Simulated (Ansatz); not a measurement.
Here is a crystal structure:

```yaml
crystal:
  lattice:
    - [2.89474, 0.00000, 0.00000]
    - [1.43858, -2.51264, 0.00000]
    - [0.00000, 0.00000, 48.11346]
  atoms:
    - { symbol: Mo, position: [0.25995, 0.13562, 0.17667] }
    - { symbol: Mo, position: [0.50031, 0.49129, 0.23145] }
    - { symbol: Mo, position: [0.89356, 0.83900, 0.27592] }
    - { symbol: Mo, position: [0.29409, 0.04329, 0.32895] }
    - { symbol: Mo, position: [0.46431, 0.57264, 0.38055] }
    - { symbol: Mo, position: [0.86601, 0.96184, 0.42830] }
    - { symbol: Mo, position: [0.22572, 0.21013, 0.47744] }
    - { symbol: Mo, position: [0.53414, 0.71959, 0.52474] }
    - { symbol: Mo, position: [0.83150, 0.10614, 0.58281] }
    - { symbol: Mo, position: [0.95946, 0.51503, 0.62581] }
    - { symbol: Mo, position: [0.52644, 0.77923, 0.67880] }
    - { symbol: Mo, position: [0.92451, 0.09733, 0.72695] }
    - { symbol: Mo, position: [0.00270, 0.48726, 0.77411] }
    - { symbol: Mo, position: [0.57947, 0.73087, 0.82333] }
```

### Before looking at a picture, describe the arrangement of atoms.

The element is molybdenum. The cell holds 14 atoms.

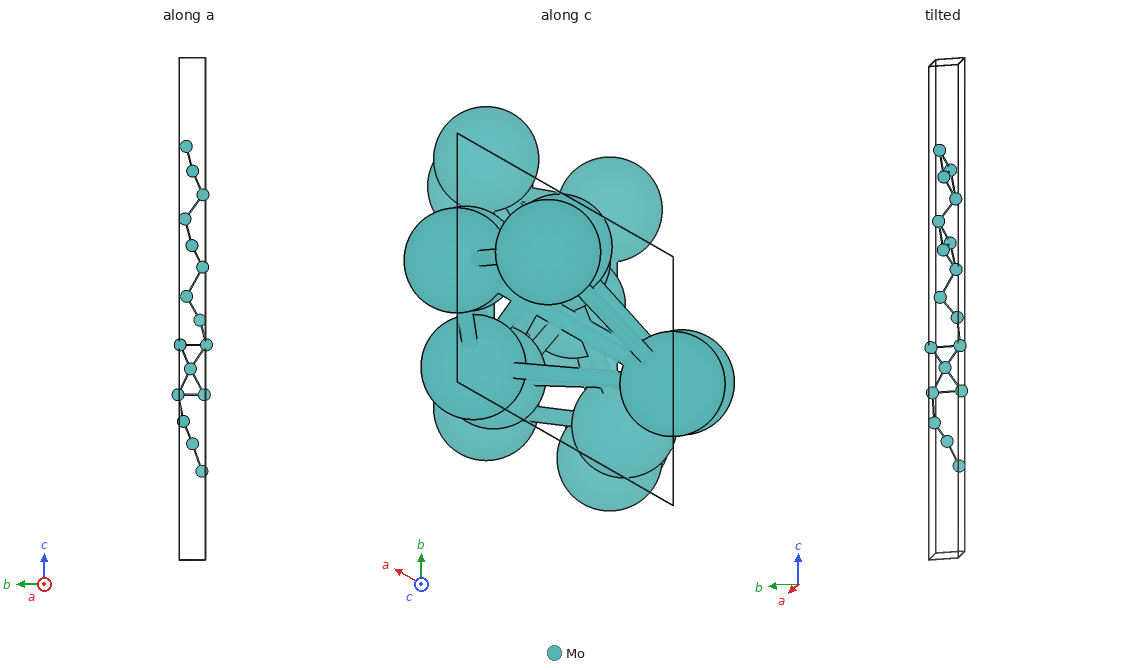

Drawn in the ball-and-stick manner and seen along the a axis, along the c axis and slightly off an axis. One simulation cell is framed, with atoms on its boundary repeated. Some neighbours outside the box are added. Colours: molybdenum teal.

The picture shows a slab cut from a bulk structure, with the atoms shaken; the geometry isn't optimised. It went into a calculation with Ansatz.

At this level of theory the cell isn't at rest (forces up to 1.8 eV/Å), so its distances can differ from those at equilibrium, the more so the softer the solid.
